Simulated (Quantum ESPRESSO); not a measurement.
# SiC (P6_3mc): a volume series of phonon spectra

Which modes of SiC drive its thermal expansion?

Calculated with Quantum ESPRESSO 7.5; DFT LDA, scalar-relativistic, plane waves, GBRV ultrasoft pseudopotentials.

**1. Set-up**

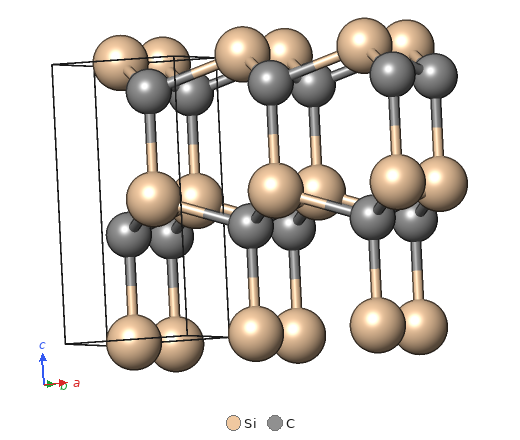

Start, viewed from a free direction; silicon light orange, carbon grey. 3×2×1 cells are drawn. Some periodic images of atoms are drawn too.

As a file:

```cif
data_structure
_symmetry_space_group_name_H-M 'P6_3mc'
_symmetry_Int_Tables_number 186
_cell_length_a 3.0760
_cell_length_b 3.0760
_cell_length_c 5.0480
_cell_angle_alpha 90.000
_cell_angle_beta 90.000
_cell_angle_gamma 120.000
_cell_volume 41.36
loop_
_atom_site_label
_atom_site_type_symbol
_atom_site_symmetry_multiplicity
_atom_site_Wyckoff_symbol
_atom_site_fract_x
_atom_site_fract_y
_atom_site_fract_z
_atom_site_occupancy
Si1 Si 2 b 0.33333 0.66667 0.00000 1
C1 C 2 b 0.33333 0.66667 0.38500 1
```

**2. Probe on a coarse mesh**

Before spending time, one coarse run tells the gap and the pressure of the starting cell.

Contents of probe.in:

```
 &control
    calculation='scf',
    prefix='x',
    outdir='./tmp',
    pseudo_dir='./pseudo',
    tprnfor=.true.,
    tstress=.true.,
    verbosity='high',
 /
 &system
    ibrav=0,
    nat=4,
    ntyp=2,
    ecutwfc=45.0,
    ecutrho=270.0,
    occupations='smearing',
    smearing='gaussian',
    degauss=0.01,
 /
 &electrons
    conv_thr=1.0d-07,
    mixing_beta=0.7,
    electron_maxstep=100,
 /
ATOMIC_SPECIES
 Si     28.0850  Si.upf
 C      12.0110  C.upf
CELL_PARAMETERS angstrom
     3.076000000    0.000000000    0.000000000
    -1.538000000    2.663894142    0.000000000
     0.000000000    0.000000000    5.048000000
ATOMIC_POSITIONS crystal
 Si     0.333333333   0.666666667   0.000000000
 Si     0.666666667   0.333333333   0.500000000
 C      0.333333333   0.666666667   0.385000000
 C      0.666666667   0.333333333   0.885000000
K_POINTS automatic
 6 6 4 0 0 0
```

Run with:

```
$ OMP_NUM_THREADS=1 mpirun -n 8 pw.x -nk 8 -in probe.in > probe.out
```

Output:

```text
Program PWSCF v.7.5

     This program is part of the open-source Quantum ESPRESSO suite
     for quantum simulation of materials; please cite
         "P. Giannozzi et al., J. Phys.:Condens. Matter 21 395502 (2009);
         "P. Giannozzi et al., J. Phys.:Condens. Matter 29 465901 (2017);
         "P. Giannozzi et al., J. Chem. Phys. 152 154105 (2020);
     in publications or presentations arising from this work. More details at

     Message from routine setup:
     using ibrav=0 with symmetry is DISCOURAGED, use correct ibrav instead

     G-vector sticks info
     --------------------
     sticks:   dense  smooth     PW     G-vecs:    dense   smooth      PW
     Sum         637     421    127                20857    11417    1973

     Using Slab Decomposition

     bravais-lattice index     =            0
     lattice parameter (alat)  =       5.8128  a.u.
     unit-cell volume          =     279.1382 (a.u.)^3
     number of atoms/cell      =            4
     number of atomic types    =            2
     number of electrons       =        16.00
     number of Kohn-Sham states=           12
     kinetic-energy cutoff     =      45.0000  Ry
     charge density cutoff     =     270.0000  Ry
     scf convergence threshold =      1.0E-07
     mixing beta               =       0.7000
     number of iterations used =            8  plain     mixing
     Exchange-correlation= SLA  PZ   NOGX NOGC
                           (   1   1   0   0   0   0   0)

     celldm(1)=   5.812798  celldm(2)=   0.000000  celldm(3)=   0.000000
     celldm(4)=   0.000000  celldm(5)=   0.000000  celldm(6)=   0.000000

     crystal axes: (cart. coord. in units of alat)
               a(1) = (   1.000000   0.000000   0.000000 )
               a(2) = (  -0.500000   0.866025   0.000000 )
               a(3) = (   0.000000   0.000000   1.641092 )

     reciprocal axes: (cart. coord. in units 2 pi/alat)
               b(1) = (  1.000000  0.577350 -0.000000 )
               b(2) = (  0.000000  1.154701  0.000000 )
               b(3) = (  0.000000 -0.000000  0.609350 )

     PseudoPot. # 1 for Si read from file:
     ./pseudo/Si.upf
     Pseudo is Ultrasoft + core correction, Zval =  4.0
     Using radial grid of  899 points,  6 beta functions with:
                l(1) =   0
                l(2) =   0
                l(3) =   1
                l(4) =   1
                l(5) =   2
                l(6) =   2
     Q(r) pseudized with  8 coefficients,  rinner =    0.900   0.900   0.900
                                                       0.900   0.900

     PseudoPot. # 2 for C  read from file:
     ./pseudo/C.upf
     Pseudo is Ultrasoft + core correction, Zval =  4.0
     Using radial grid of  721 points,  4 beta functions with:
                l(1) =   0
                l(2) =   0
                l(3) =   1
                l(4) =   1
     Q(r) pseudized with  8 coefficients,  rinner =    1.100   1.100   1.100

     atomic species   valence    mass     pseudopotential
     Si                4.00    28.08500     Si( 1.00)
     C                 4.00    12.01100     C ( 1.00)

     12 Sym. Ops. (no inversion) found ( 6 have fractional translation)

                                    s                        frac. trans.

      isym =  1     identity

 cryst.   s( 1) = (     1          0          0      )
                  (     0          1          0      )
                  (     0          0          1      )

 cart.    s( 1) = (  1.0000000  0.0000000  0.0000000 )
                  (  0.0000000  1.0000000  0.0000000 )
                  (  0.0000000  0.0000000  1.0000000 )

      isym =  2     180 deg rotation - cart. axis [0,0,1]

 cryst.   s( 2) = (    -1          0          0      )    f =(  0.0000000 )
                  (     0         -1          0      )       (  0.0000000 )
                  (     0          0          1      )       ( -0.5000000 )

 cart.    s( 2) = ( -1.0000000  0.0000000  0.0000000 )    f =(  0.0000000 )
                  (  0.0000000 -1.0000000  0.0000000 )       (  0.0000000 )
                  (  0.0000000  0.0000000  1.0000000 )       ( -0.8205462 )

      isym =  3      60 deg rotation - cryst. axis [0,0,1]

 cryst.   s( 3) = (     1          1          0      )    f =(  0.0000000 )
                  (    -1          0          0      )       (  0.0000000 )
                  (     0          0          1      )       ( -0.5000000 )

 cart.    s( 3) = (  0.5000000 -0.8660254  0.0000000 )    f =(  0.0000000 )
                  (  0.8660254  0.5000000  0.0000000 )       (  0.0000000 )
                  (  0.0000000  0.0000000  1.0000000 )       ( -0.8205462 )

      isym =  4      60 deg rotation - cryst. axis [0,0,-1]

 cryst.   s( 4) = (     0         -1          0      )    f =(  0.0000000 )
                  (     1          1          0      )       ( -0.0000000 )
                  (     0          0          1      )       ( -0.5000000 )

 cart.    s( 4) = (  0.5000000  0.8660254  0.0000000 )    f =(  0.0000000 )
                  ( -0.8660254  0.5000000  0.0000000 )       ( -0.0000000 )
                  (  0.0000000  0.0000000  1.0000000 )       ( -0.8205462 )

      isym =  5     120 deg rotation - cryst. axis [0,0,1]

 cryst.   s( 5) = (     0          1          0      )
                  (    -1         -1          0      )
                  (     0          0          1      )

 cart.    s( 5) = ( -0.5000000 -0.8660254  0.0000000 )
                  (  0.8660254 -0.5000000  0.0000000 )
                  (  0.0000000  0.0000000  1.0000000 )

      isym =  6     120 deg rotation - cryst. axis [0,0,-1]

 cryst.   s( 6) = (    -1         -1          0      )
                  (     1          0          0      )
                  (     0          0          1      )

 cart.    s( 6) = ( -0.5000000  0.8660254  0.0000000 )
                  ( -0.8660254 -0.5000000  0.0000000 )
                  (  0.0000000  0.0000000  1.0000000 )

      isym =  7     inv. 180 deg rotation - cart. axis [0,1,0]

 cryst.   s( 7) = (     1          0          0      )    f =(  0.0000000 )
                  (    -1         -1          0      )       (  0.0000000 )
                  (     0          0          1      )       ( -0.5000000 )

 cart.    s( 7) = (  1.0000000  0.0000000  0.0000000 )    f =(  0.0000000 )
                  (  0.0000000 -1.0000000  0.0000000 )       (  0.0000000 )
                  (  0.0000000  0.0000000  1.0000000 )       ( -0.8205462 )

      isym =  8     inv. 180 deg rotation - cart. axis [1,0,0]

 cryst.   s( 8) = (    -1          0          0      )
[...]
occupation numbers
[...]
k = 0.0000-0.5774 0.0000 (  1432 PWs)   bands (ev):

[...]
occupation numbers
[...]
k = 0.0000-0.5774 0.1523 (  1416 PWs)   bands (ev):

[...]
occupation numbers
[...]
k = 0.0000-0.5774-0.3047 (  1424 PWs)   bands (ev):

[...]
occupation numbers
[...]
k = 0.1667 0.2887 0.0000 (  1428 PWs)   bands (ev):

[...]
occupation numbers
[...]
k = 0.1667 0.2887 0.1523 (  1412 PWs)   bands (ev):

[...]
occupation numbers
[...]
k = 0.1667 0.2887-0.3047 (  1424 PWs)   bands (ev):

[...]
occupation numbers
[...]
k = 0.1667 0.4811 0.0000 (  1427 PWs)   bands (ev):

[...]
occupation numbers
[...]
k = 0.1667 0.4811 0.1523 (  1427 PWs)   bands (ev):

[...]
occupation numbers
[...]
k = 0.1667 0.4811-0.3047 (  1422 PWs)   bands (ev):

    -2.0367  -2.0367   1.8513   1.8513   5.2000   5.2000   7.4247   7.4247
    13.7378  13.7378  15.7382  15.7382

     occupation numbers
     1.0000   1.0000   1.0000   1.0000   1.0000   1.0000   1.0000   1.0000
     0.0000   0.0000   0.0000   0.0000

          k = 0.3333 0.5774 0.0000 (  1428 PWs)   bands (ev):

    -1.5426  -1.5426   2.5493   3.0396   3.0396   5.3885   5.4709   5.4709
    11.7281  17.3673  18.0585  18.0585

     occupation numbers
     1.0000   1.0000   1.0000   1.0000   1.0000   1.0000   1.0000   1.0000
     0.0000   0.0000   0.0000   0.0000

          k = 0.3333 0.5774 0.1523 (  1416 PWs)   bands (ev):

    -1.3973  -1.3973   2.1889   2.1889   2.8308   4.7363   6.6729   6.6729
    12.9192  15.7899  15.7899  17.0707

     occupation numbers
     1.0000   1.0000   1.0000   1.0000   1.0000   1.0000   1.0000   1.0000
     0.0000   0.0000   0.0000   0.0000

          k = 0.3333 0.5774-0.3047 (  1428 PWs)   bands (ev):

    -1.2189  -1.2189   1.5695   1.5695   3.6315   3.6315   7.7662   7.7662
    14.2804  14.2804  15.3745  15.3745

     occupation numbers
     1.0000   1.0000   1.0000   1.0000   1.0000   1.0000   1.0000   1.0000
     0.0000   0.0000   0.0000   0.0000

     the Fermi energy is    11.0145 ev

!    total energy              =     -42.39625927 Ry
     estimated scf accuracy    <          4.8E-09 Ry
     smearing contrib. (-TS)   =      -0.00000000 Ry
     internal energy E=F+TS    =     -42.39625927 Ry

     The total energy is F=E-TS. E is the sum of the following terms:
     one-electron contribution =      10.90606374 Ry
     hartree contribution      =       4.70837862 Ry
     xc contribution           =     -16.22151243 Ry
     ewald contribution        =     -41.78918921 Ry

     convergence has been achieved in   7 iterations

     Forces acting on atoms (cartesian axes, Ry/au):

     atom    1 type  1   force =     0.00000000    0.00000000    0.02825550
     atom    2 type  1   force =     0.00000000   -0.00000000    0.02825550
     atom    3 type  2   force =     0.00000000    0.00000000   -0.02825550
     atom    4 type  2   force =    -0.00000000    0.00000000   -0.02825550
     The non-local contrib.  to forces
     atom    1 type  1   force =    -0.00000000   -0.00000000    0.03902730
     atom    2 type  1   force =     0.00000000    0.00000000    0.03902730
     atom    3 type  2   force =     0.00000000    0.00000000   -0.01528088
     atom    4 type  2   force =     0.00000000   -0.00000000   -0.01528088
     The ionic contribution  to forces
     atom    1 type  1   force =     0.00000001   -0.00000000    0.14702098
     atom    2 type  1   force =    -0.00000001    0.00000000    0.14702098
     atom    3 type  2   force =     0.00000001   -0.00000000   -0.14702098
     atom    4 type  2   force =    -0.00000001    0.00000000   -0.14702098
     The local contribution  to forces
     atom    1 type  1   force =    -0.00000000    0.00000000   -0.15408725
     atom    2 type  1   force =     0.00000000   -0.00000000   -0.15408725
     atom    3 type  2   force =     0.00000001   -0.00000001    0.13359004
     atom    4 type  2   force =    -0.00000003    0.00000002    0.13359005
     The core correction contribution to forces
[...]
The Hubbard contrib.    to forces
     atom    1 type  1   force =     0.00000000    0.00000000    0.00000000
     atom    2 type  1   force =     0.00000000    0.00000000    0.00000000
     atom    3 type  2   force =     0.00000000    0.00000000    0.00000000
     atom    4 type  2   force =     0.00000000    0.00000000    0.00000000
     The SCF correction term to forces
     atom    1 type  1   force =    -0.00000000    0.00000000   -0.00000137
     atom    2 type  1   force =     0.00000000   -0.00000000   -0.00000137
     atom    3 type  2   force =    -0.00000000    0.00000000   -0.00000063
     atom    4 type  2   force =     0.00000000   -0.00000000   -0.00000063

     Total force =     0.056511     Total SCF correction =     0.000002

     Computing stress (Cartesian axis) and pressure

          total   stress  (Ry/bohr**3)                   (kbar)     P=      -40.93
  -0.00017908  -0.00000000   0.00000000          -26.34       -0.00        0.00
  -0.00000000  -0.00017908   0.00000000           -0.00      -26.34        0.00
  -0.00000000  -0.00000000  -0.00047647           -0.00       -0.00      -70.09

     kinetic stress (kbar)   6924.61      0.00      0.00
                                0.00   6924.61      0.00
                                0.00      0.00   7002.55

     local   stress (kbar)  -1285.84     -0.00      0.00
                               -0.00  -1285.84     -0.00
                                0.00     -0.00   -835.17

     nonloc. stress (kbar)   2908.75      0.00      0.00
                                0.00   2908.75      0.00
                                0.00      0.00   2818.76

     hartree stress (kbar)    816.53      0.00     -0.00
                                0.00    816.53     -0.00
                               -0.00     -0.00    848.24

     exc-cor stress (kbar)    -77.90      0.00      0.00
                                0.00    -77.90      0.00
                                0.00      0.00    -77.90

     corecor stress (kbar)  -2146.38     -0.00      0.00
                               -0.00  -2146.38     -0.00
                                0.00     -0.00  -2135.98

     ewald   stress (kbar)  -7166.11      0.00      0.00
                                0.00  -7166.11      0.00
                                0.00      0.00  -7690.57

     hubbard stress (kbar)      0.00      0.00      0.00
                                0.00      0.00      0.00
                                0.00      0.00      0.00

     DFT-D   stress (kbar)      0.00      0.00      0.00
[...]
XDM     stress (kbar)      0.00      0.00      0.00
[...]
dft-nl  stress (kbar)      0.00      0.00      0.00
                                0.00      0.00      0.00
                                0.00      0.00      0.00

     TS-vdW  stress (kbar)      0.00      0.00      0.00
                                0.00      0.00      0.00
                                0.00      0.00      0.00

     MDB     stress (kbar)      0.00      0.00      0.00
                                0.00      0.00      0.00
                                0.00      0.00      0.00

     3D-RISM stress (kbar)      0.00      0.00      0.00
                                0.00      0.00      0.00
                                0.00      0.00      0.00

     Writing all to output data dir ./tmp/x.save/ :
     XML data file, charge density, pseudopotentials, collected wavefunctions

   JOB DONE.
```

Elapsed: 1.6 s, on 8 MPI ranks of Arm Neoverse V2, shared host; 12 s of CPU time.

A gap read on the k-mesh alone can miss the band edges.

Numbers from this step:

| Property | Result |
| --- | --- |
| volume per atom | 10.34 Å³ |
| pressure | -4.092 GPa |
| gap on the k-mesh | 2.208 eV |

Force by atom:

```csv
atom,x (eV/Å),y (eV/Å),z (eV/Å),size
Si1,0.000,0.000,0.726,0.726
Si2,0.000,0.000,0.726,0.726
C3,0.000,0.000,-0.726,0.726
C4,0.000,0.000,-0.726,0.726
```

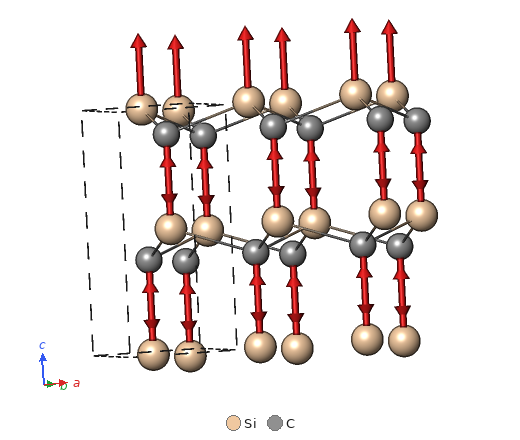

Force as arrows, the longest 0.726 eV/Å. 3×2×1 cells are drawn. Some periodic images of atoms are drawn too.

The start is under -4.1 GPa at this level and looks like an insulator or semiconductor on this mesh.

(Part 1 of 9 ends here.)

[Logs are printed without paths, hosts, clocks, repeated set-up lines and the standing remarks that a program may print on its own settings, such as how far it seeks lower states.]

[Hosts, paths, dates, database ids (printed as entryN), source tags and the programs' standing remarks are cut or masked in the printed files.]

[A step with changed settings may run another functional than the one named; its input shows which.]

[Of the runs on displaced cells, only some may be shown.]
